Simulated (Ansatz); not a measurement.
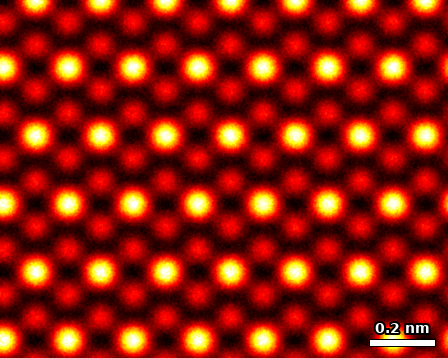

Dark-field STEM-like image of C (P6_3/mmc, No. 194). Simulation: incoherent imaging, intensity Z^1.7 per atom, probe width 0.88 Å, thin sample. The probe carries 25 % of its weight in a tail 2.5 times as wide. Shot noise was added. Model: coordinates from a relaxation with DFT PBEsol, scalar-relativistic, plane waves, PAW in Ansatz.

```xyz
4
Lattice="2.4588 0.0000 0.0000 -1.2294 2.1294 0.0000 0.0000 0.0000 7.1913" Properties=species:S:1:pos:R:3 pbc="T T T"
C     0.0000    0.0000    1.7978
C     0.0000    0.0000    5.3935
C     0.0000    1.4196    1.7978
C     1.2294    0.7098    5.3935
```

> Which beam direction gives this image, [201], [310], [311] or [210]? (Directions equivalent by symmetry count as one.)

[201]. The projected cells are 2.03 × 2.36 Å, 115° for [201]; 0.80 × 7.19 Å, 90° for [310]; 1.90 × 2.12 Å, 106° for [311]; 1.23 × 3.60 Å, 90° for [210], and the image repeats as the [201] one does.
